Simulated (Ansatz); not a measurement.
## MoSe2: single-point calculation

The run: single-point calculation of MoSe2 (P6₃/mmc, 6 atoms in the cell). Method and program: DFT PBE, scalar-relativistic, plane waves, PAW, spin-polarised (Ansatz 0.2.0).

The structure was made by swapping elements on the sites of another compound; it need not be a known phase. It belongs to a series of runs on one base structure; here: W -> Mo on all its sites, cell and atoms relaxed. Figures and captions count atoms from 1; the log counts them from 0 in places.

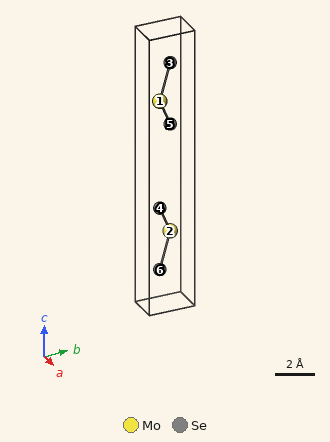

Figure 1. The structure as given in the input (ball-and-stick view of the cell of the calculation, seen slightly off an axis; atoms are numbered from 1 in the order of the input). Near neighbours in the crystal (not all of them lie inside the picture): Mo has 6 Se at 2.51 Å; Se has 3 Mo at 2.51 Å.

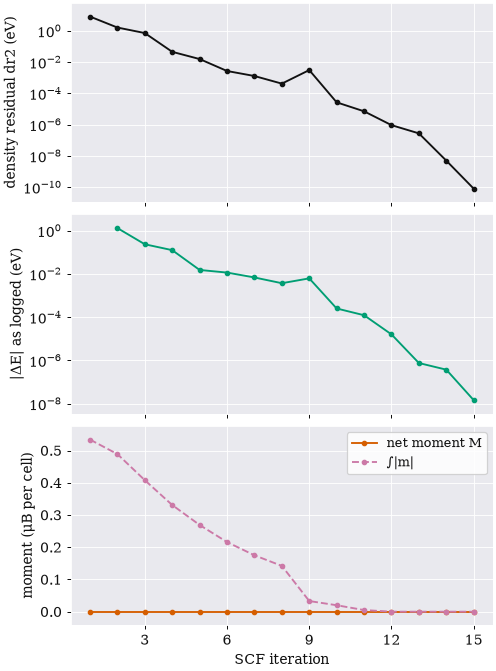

Figure 2. Convergence of the self-consistent field: density residual dr2, size of the energy change and magnetic moment against the SCF iteration. The residual comes down, with one marked jump up, by a factor of about 7, at step 9. The net moment stays at 0.0 μB per cell, and ∫|m| falls to zero.

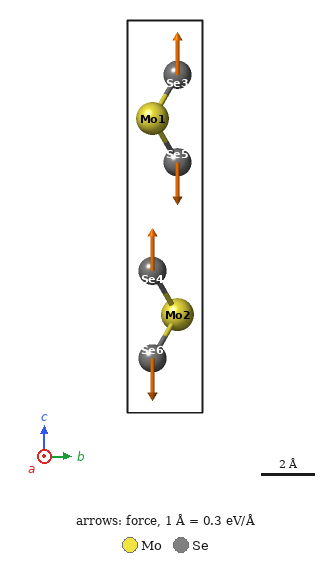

Figure 3. Forces on the atoms as orange arrows (ball-and-stick view of the cell of the calculation, along the a axis; atoms are numbered from 1 in the order of the input). The largest act on all 4 Se atoms (0.49 eV/Å). The geometry is not a stationary point of this energy.

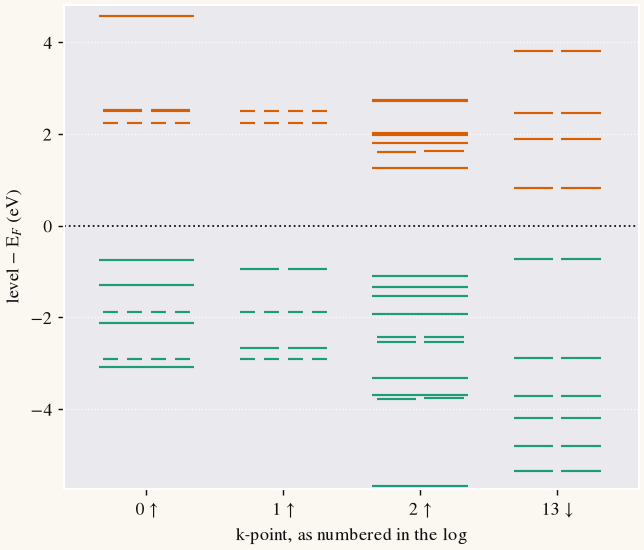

Figure 4. Kohn–Sham levels near the Fermi level (dotted) at the few k-points that the log prints; levels within 0.02 eV of each other stand side by side. Among these points the highest filled and lowest empty levels are 1.55 eV apart; the gap on the full mesh, 1.43 eV, has an edge at a point that isn't printed.

The input and output of the run follow.

Input
```yaml
crystal:
  lattice:
    - [3.2763531305, 0.0, 0.0]
    - [-1.6381765652, 2.8374050428, 0.0]
    - [0.0, 0.0, 14.8416342686]
  atoms:
    - { symbol: Mo, position: [0.6666666667, 0.3333333333, 0.75], spin: 1.0 }
    - { symbol: Mo, position: [0.3333333333, 0.6666666667, 0.25], spin: 1.0 }
    - { symbol: Se, position: [0.3333333333, 0.6666666667, 0.861543119] }
    - { symbol: Se, position: [0.6666666667, 0.3333333333, 0.361543119] }
    - { symbol: Se, position: [0.3333333333, 0.6666666667, 0.638456881] }
    - { symbol: Se, position: [0.6666666667, 0.3333333333, 0.138456881] }
basis:
  ecutwfc: 420
kpoints:
  mp_grid: { grid: [6, 6, 2] }
hamiltonian:
  xc: pbe
scf:
  occupations: { method: gaussian, width: 0.1 }
  lower_state_search: "off"
output:
  forces: true
  stress: true
  eigenvalues: true
  populations: true
magnetization:
  spin_polarized: true
```

Command:
```bash
ansatz run input.yaml --threads 1 --pin off --max-ram 2560MiB --backend cpu --events-out ev --progress --plain --runs-dir out
```

Output
```
Engine: ansatz 0.2.0, x86_64-unknown-linux-gnu
Pseudopotentials: kind: paw
Pseudopotential: Mo, paw, valence charge 14, recommended cutoff 420 eV (normal), Mo.paw.azcp
Pseudopotential: Se, paw, valence charge 16, recommended cutoff 420 eV (normal), Se.paw.azcp
Functional definition: PBE
  parameter kappa = 0.804
  parameter beta = 0.06672455060314922
  exchange = pbe_x(kappa = kappa, mu = beta*pi^2/3)
  correlation = pbe_c(beta = beta)
Crystal: 6 atoms, lattice volume = 137.973 Å³
Basis set: ecut = 420 eV, 2761 PW (Γ), exchange–correlation on 48×48×200 points (8 copies of the dense FFT grid, shifted against one another)
Bands: 57, of which v1, the nominal top of the filled ones, is band 46 counted from 1 (45 counted from 0)
Symmetry: 24 space group operations
Space group: P63/mmc (ITA 194), of the structure as read, at distance tolerance 5.2e-5 Å
Magnetic group: BNS 194.263 (UNI 1493), of the structure as read, at distance tolerance 5.2e-5 Å
k-points: 14 of 72
Non-local potential: Mo, projectors of the file, l = 0: 3, l = 1: 2, l = 2: 2, l = 3: 1
Non-local potential: Se, projectors of the file, l = 0: 2, l = 1: 2, l = 2: 3, l = 3: 1
PAW form: soft (Blöchl's): semilocal exchange-correlation on the pseudo side does not see the compensation charge
PAW one-centre angular grid: Mo, 590 points (default); XC on 64 Gauss nodes
PAW one-centre angular grid: Se, 590 points (default); XC on 64 Gauss nodes
Initial density: superposition of atomic densities (chi_scale 0.1, normalization cell)
Starting moments: Σ|m| = 2 μB on 2 of 6 sites
Initial wavefunctions: pseudopotential atomic-orbital guess
Functional: x = pbe(κ = 0.804, μ = 0.2195149727645171), c = pbe(β = 0.06672455060314922)
SCF iter   1: F=—  HF=-31794.028969 eV  |F-HF|=—  |Δ(HF+E_count)|=         —  Δρ=5.19e-2 (↑5.19e-2 ↓2.27e-2)  dr2=8.19e0  dr2_m=7.15e-1  M=0.000 μB ∫|m|=0.534 μB  β_m=0.30  ethr=3.10e-3  ⟨swp⟩=6.5  Hψ=5810  notcnv=0
preconditioner: auto → Resta (q_TF=auto, 2.550 Å⁻¹)  ε∞=5.0  [insulator: Δε(μ)=1.014 eV  Ē_g=9.485 eV  σ=0.100 eV  W_gap=1.00  n_scr=42 (ndim 8)  ℏωp=19.0 eV  f_vac=0.167  D(μ)=0.00/eV (n_scr^D=0)  ε∞_Penn≈5.0]
spin=Collinear: Resta preconditioning applied to the charge; magnetization (m = ρ↑ − ρ↓) channel mixes plain (no charge-response kernel on spin).
SCF iter   2: F=—  HF=-31792.721686 eV  |F-HF|=—  |Δ(HF+E_count)|=    1.31e0  Δρ=2.71e-2 (↑2.71e-2 ↓1.71e-2)  dr2=1.63e0  dr2_m=3.59e-1  M=0.000 μB ∫|m|=0.489 μB  β_m=0.30  ethr=3.10e-3  ⟨swp⟩=2.1  Hψ=2397  notcnv=0  defer=84
SCF iter   3: F=—  HF=-31792.487729 eV  |F-HF|=—  |Δ(HF+E_count)|=   2.34e-1  Δρ=1.57e-2 (↑1.57e-2 ↓1.42e-2)  dr2=7.22e-1  dr2_m=1.91e-1  M=0.000 μB ∫|m|=0.408 μB  β_m=0.30  ethr=1.77e-3  ⟨swp⟩=2.0  Hψ=1906  notcnv=0  defer=84
SCF iter   4: F=—  HF=-31792.362471 eV  |F-HF|=—  |Δ(HF+E_count)|=   1.25e-1  Δρ=9.81e-3 (↑9.81e-3 ↓8.82e-3)  dr2=4.55e-2  dr2_m=1.03e-1  M=0.000 μB ∫|m|=0.331 μB  β_m=0.30  ethr=7.85e-4  ⟨swp⟩=2.0  Hψ=2164  notcnv=0  defer=84
SCF iter   5: F=—  HF=-31792.377644 eV  |F-HF|=—  |Δ(HF+E_count)|=   1.52e-2  Δρ=7.48e-3 (↑6.16e-3 ↓7.48e-3)  dr2=1.57e-2  dr2_m=5.67e-2  M=0.000 μB ∫|m|=0.269 μB  β_m=0.30  ethr=4.95e-5  ⟨swp⟩=1.6  Hψ=1984  notcnv=0  defer=84
SCF iter   6: F=—  HF=-31792.389138 eV  |F-HF|=—  |Δ(HF+E_count)|=   1.15e-2  Δρ=5.40e-3 (↑5.40e-3 ↓4.68e-3)  dr2=2.70e-3  dr2_m=3.18e-2  M=0.000 μB ∫|m|=0.216 μB  β_m=0.30  ethr=1.70e-5  ⟨swp⟩=2.0  Hψ=2069  notcnv=0  defer=84
SCF iter   7: F=—  HF=-31792.395982 eV  |F-HF|=—  |Δ(HF+E_count)|=   6.84e-3  Δρ=3.91e-3 (↑3.66e-3 ↓3.91e-3)  dr2=1.29e-3  dr2_m=1.79e-2  M=0.000 μB ∫|m|=0.175 μB  β_m=0.30  ethr=2.93e-6  ⟨swp⟩=2.0  Hψ=1928  notcnv=0  defer=84
Mixer restart at iter 7: flushing history
spin-set hold released at iteration 7 (site moments contracting): the magnetisation degrees of freedom join the quasi-Newton model from the next iteration; the mixer history was flushed
SCF iter   8: F=—  HF=-31792.399696 eV  |F-HF|=—  |Δ(HF+E_count)|=   3.71e-3  Δρ=2.88e-3 (↑2.88e-3 ↓2.84e-3)  dr2=4.20e-4  dr2_m=1.02e-2  M=0.000 μB ∫|m|=0.142 μB  β_m=0.65  ethr=1.40e-6  ⟨swp⟩=1.6  Hψ=1708  notcnv=0  defer=84
SCF iter   9: F=—  HF=-31792.405908 eV  |F-HF|=—  |Δ(HF+E_count)|=   6.21e-3  Δρ=7.92e-4 (↑1.63e-4 ↓7.92e-4)  dr2=3.09e-3  dr2_m=1.56e-4  M=0.000 μB ∫|m|=0.033 μB  β_m=0.54  ethr=4.56e-7  ⟨swp⟩=2.6  Hψ=2955  notcnv=0  defer=84
SCF iter  10: F=—  HF=-31792.405656 eV  |F-HF|=—  |Δ(HF+E_count)|=   2.52e-4  Δρ=2.23e-4 (↑2.23e-4 ↓1.93e-4)  dr2=2.67e-5  dr2_m=5.23e-5  M=0.000 μB ∫|m|=0.020 μB  β_m=0.77  ethr=4.56e-7  ⟨swp⟩=2.0  Hψ=2184  notcnv=0  defer=84
SCF iter  11: F=—  HF=-31792.405779 eV  |F-HF|=—  |Δ(HF+E_count)|=   1.23e-4  Δρ=5.73e-5 (↑5.24e-5 ↓5.73e-5)  dr2=7.12e-6  dr2_m=3.29e-6  M=0.000 μB ∫|m|=0.005 μB  β_m=0.88  ethr=2.90e-8  ⟨swp⟩=2.4  Hψ=2856  notcnv=0  defer=84
SCF iter  12: F=—  HF=-31792.405795 eV  |F-HF|=—  |Δ(HF+E_count)|=   1.60e-5  Δρ=7.57e-6 (↑7.57e-6 ↓7.34e-6)  dr2=9.29e-7  dr2_m=1.05e-8  M=0.000 μB ∫|m|=0.000 μB  β_m=0.88  ethr=7.73e-9  ⟨swp⟩=2.7  Hψ=3093  notcnv=0  defer=84
SCF iter  13: F=—  HF=-31792.405795 eV  |F-HF|=—  |Δ(HF+E_count)|=   7.60e-7  Δρ=5.71e-6 (↑5.71e-6 ↓4.74e-6)  dr2=2.76e-7  dr2_m=1.36e-8  M=0.000 μB ∫|m|=0.000 μB  β_m=0.89  ethr=1.01e-9  ⟨swp⟩=2.0  Hψ=2744  notcnv=0  defer=84
iter 14 did not close the SCF: its close was put off for a magnetic moment that had not settled (scf_convergence_deferred on its scf_iter line)
SCF iter  14: F=-31792.405796 eV  HF=-31792.405796 eV  |F-HF|=1.10e-8  |Δ(HF+E_count)|=   3.75e-7  Δρ=1.59e-6 (↑1.59e-6 ↓1.52e-6)  dr2=4.97e-9  dr2_m=2.48e-9  M=0.000 μB ∫|m|=0.000 μB  β_m=0.95  ethr=1.09e-10  ⟨swp⟩=11.2  Hψ=6900  notcnv=0
SCF iter  15: F=-31792.405796 eV  HF=-31792.405796 eV  |F-HF|=2.91e-11  |Δ(HF+E_count)|=   1.46e-8  Δρ=1.94e-7 (↑1.59e-7 ↓1.94e-7)  dr2=8.02e-11  dr2_m=2.20e-11  M=0.000 μB ∫|m|=0.000 μB  ethr=5.40e-12  ⟨swp⟩=1.4  Hψ=4880  notcnv=0
WARN: the starting moments were not kept: the SCF closed with an absolute magnetisation of 9.2e-6 μB, where they sum to 2 μB in size (2 sites). That is at most 0.1 of that sum. Measured as dr2_m measures the in/out step, that magnetisation stands 3.0e-12 eV from none, at or under the dr2_threshold of 1.0e-7 eV: it is no larger than a step whose dr2_m would equal this threshold. The system may hold no moment; this SCF shows only that its start led to no more than that. To try another start: raise the starting moments (crystal.atoms[].spin, magnetization.per_species, magnetization.initial_magnetization, or on a non-collinear deck that types none of these the spinor_matrix: blocks that start its atoms; where the total moment is fixed, keep their sum and leave initial_magnetization as it is; typed ones take the place of any that the run laid by itself, positive ones on a crystal's lanthanoids without a Hubbard term where scf.initial_density.shell_occupations: [] is typed) or, if the notice of its spin-set hold's release reads "site moments contracting" or "site moments show no strong build", lengthen the hold (scf.mixing.spin_hold: { on: { confirm: 4 } }; for m-r²SCAN on two components see the key's manual first). Each may lead to a state that holds a moment. A second SCF, from the converged charge density, with the starting moments and any scf.initial_density.shell_occupations laid on it anew, would have followed, and was not run: the deck does not ask for one (magnetization.retry_lost_moments is false, the default). To let it run, set magnetization.retry_lost_moments: true and run the deck again, where that key's refused combinations let it; where memory then withholds it, that run's warning says so.
SCF 1 converged in 15 iterations: F = -31792.405796 eV  dr2 = 8.02e-11
  greatest PAW one-centre occupation: 1.000 electrons in one spin orbital (limit 2), on the Se atom at site 4 (counted from 0), in its partial waves of l = 2
SCF converged after 15 iterations
Magnetization: 0.0000 μB (46.0000 up, 46.0000 down)
Absolute magnetization: 0.0000 μB (∫|ρ↑−ρ↓|, with the PAW one-centre terms)
Spin contamination: 0.0000 ħ² per cell (⟨S²⟩ above its minimum at these occupations)
Per-site moments (μB) at R_I (Å): [(-5.5779215583234e-7, 1.036909194759835), (-5.577921559264525e-7, 1.036909194759835), (6.080208851821661e-7, 1.0369091947598355), (6.080208852510351e-7, 1.0369091947598355), (6.080208851321162e-7, 1.036909194759835), (6.080208851641136e-7, 1.036909194759835)]
Free energy (F): -31792.405796 eV
Harris-Foulkes:  -31792.405796 eV  (|F-HF|=2.91e-11)
Internal energy: -31792.405796 eV  (E = F + TS)
E sigma→0 (E₀):  -31792.405796 eV
Fermi energy:    10.646247 eV
--- Per-component energies (eV) ---
  E_band       = -1823.996560
  E_kinetic    = 1361.491289
  E_local      = -15088.268560  (includes V_loc(G=0)·N_el)
  E_nonlocal   = -2095.944310
  E_hartree    = 7132.969841
  E_xc         = -786.570811
  E_vxc        = -854.456474  (∫ρ·V_xc dr)
  E_paw        = -14048.232551  (= ΣΔE_a)
  E_vpaw       = 587.244233  (= ΣTr[D̂ρ^β])
  E_aug_tail   = -0.002318  (compensation charges beyond the density's cutoff)
  E_ewald      = -8267.848374
  E_smearing   = -0.000000  (= −TS)
  E_closure    = -0.000000  (closes the sum)
  Σ components = -31792.405796   (vs F -31792.405796, Δ=0.00e0)
--- Forces (eV/Å), atoms counted from 1 ---
  atom   1  Mo    -0.00000000    -0.00000000    -0.00000000
  atom   2  Mo     0.00000000     0.00000000     0.00000000
  atom   3  Se     0.00000000     0.00000000     0.48842833
  atom   4  Se     0.00000000    -0.00000000     0.48842833
  atom   5  Se     0.00000000     0.00000000    -0.48842833
  atom   6  Se     0.00000000    -0.00000000    -0.48842833
  max |Σ_I F_I| component: 5.55e-17 eV/Å
--- Stress (GPa, compression-positive) ---
        3.899199       0.000000       0.000000
        0.000000       3.899199       0.000000
        0.000000       0.000000       3.810587
  P = ⅓ Tr σ = 3.8697 GPa (38.697 kbar)
--- Band table (eV; the first three rows and the last of 28) ---
  k-point 0 ↑: bands = ["-50.8707", "-50.8707", "-37.4697", "-37.4697", "-37.4697", "-37.4697", "-37.4693", "-37.4693", "-37.4693", "-37.4693", "-37.4274", "-37.4274", "-37.4274", "-37.4274", "-37.4263", "-37.4263", "-37.4263", "-37.4263", "-37.4110", "-37.4110", "-37.4086", "-37.4086", "-25.0466", "-25.0465", "-24.8418", "-24.8418", "-24.8418", "-24.8418", "-4.4580", "-4.4182", "-3.4128", "-3.3480", "4.2244", "4.5269", "7.5600", "7.7312", "7.7312", "7.7327", "7.7327", "8.5247", "8.7547", "8.7547", "8.7592", "8.7592", "9.3587", "9.8922", "12.8765", "12.8765", "12.8853", "12.8853", "13.1336", "13.1336", "13.1594", "13.1594", "15.2146", "16.0344", "17.0526"]
  k-point 1 ↑: bands = ["-50.8707", "-50.8707", "-37.4697", "-37.4697", "-37.4697", "-37.4697", "-37.4693", "-37.4693", "-37.4693", "-37.4693", "-37.4274", "-37.4274", "-37.4274", "-37.4274", "-37.4263", "-37.4263", "-37.4263", "-37.4263", "-37.4110", "-37.4110", "-37.4086", "-37.4086", "-25.0465", "-25.0465", "-24.8418", "-24.8418", "-24.8418", "-24.8418", "-4.4387", "-4.4387", "-3.3799", "-3.3799", "4.3656", "4.3656", "7.7319", "7.7319", "7.7319", "7.7319", "7.9732", "7.9732", "8.7569", "8.7569", "8.7569", "8.7569", "9.7042", "9.7042", "12.8807", "12.8807", "12.8807", "12.8807", "13.1468", "13.1468", "13.1468", "13.1468", "15.5949", "15.5949", "17.0604"]
  k-point 2 ↑: bands = ["-50.8644", "-50.8644", "-37.4694", "-37.4694", "-37.4694", "-37.4694", "-37.4685", "-37.4685", "-37.4681", "-37.4681", "-37.4276", "-37.4275", "-37.4275", "-37.4275", "-37.4269", "-37.4269", "-37.4264", "-37.4264", "-37.4104", "-37.4104", "-37.4081", "-37.4080", "-25.0308", "-25.0308", "-24.9129", "-24.9129", "-24.8579", "-24.8579", "-4.0779", "-4.0395", "-3.2051", "-3.1476", "4.6638", "4.9583", "6.8663", "6.8776", "6.9407", "7.3134", "8.1078", "8.1123", "8.2099", "8.2171", "8.7240", "9.1186", "9.2989", "9.5522", "11.9036", "12.2530", "12.2668", "12.4563", "12.6172", "12.6553", "13.3518", "13.3849", "16.2488", "17.4792", "17.5624"]
  k-point 13 ↓: bands = ["-50.8421", "-50.8421", "-37.4675", "-37.4675", "-37.4666", "-37.4666", "-37.4665", "-37.4665", "-37.4663", "-37.4663", "-37.4291", "-37.4291", "-37.4283", "-37.4283", "-37.4275", "-37.4275", "-37.4268", "-37.4268", "-37.4086", "-37.4086", "-37.4060", "-37.4060", "-25.0542", "-25.0542", "-25.0176", "-25.0176", "-24.9753", "-24.9753", "-2.3140", "-2.3140", "-2.2346", "-2.2346", "4.7413", "4.7413", "5.2924", "5.2924", "5.8439", "5.8439", "6.4544", "6.4544", "6.9266", "6.9266", "7.7532", "7.7532", "9.9096", "9.9096", "11.4561", "11.4561", "12.5279", "12.5279", "13.1069", "13.1069", "14.4438", "14.4438", "16.5552", "16.5552", "16.8948"]
--- Löwdin populations: 6 sites ---
  site symbol       q [e]    m [muB]
     0     Mo     13.7712    -0.0000
     1     Mo     13.7712    -0.0000
     2     Se     16.0283     0.0000
     3     Se     16.0283     0.0000
     4     Se     16.0283     0.0000
     5     Se     16.0283     0.0000
  spilling = 0.003742 (of n_electrons = 92.000000)
```

Results in brief

```csv
quantity,value
outcome,converged
space group (tolerance 0.01 Å),P6₃/mmc (194)
electrons treated,92
free energy,−31792.4058 eV
Fermi energy,10.646 eV
gap on the k-point mesh,1.43 eV
net moment of the cell,0.00 μB
integrated absolute moment,0.00 μB
pressure,3.87 GPa
largest force (length of the vector),0.488 eV/Å
hardware,"1 thread of Intel Xeon (Granite Rapids), 32 GiB of memory available, shared host"
wall time,9.6 s
peak memory,0.54 GiB
```

Remarks

The program warns: some starting moments were not kept.
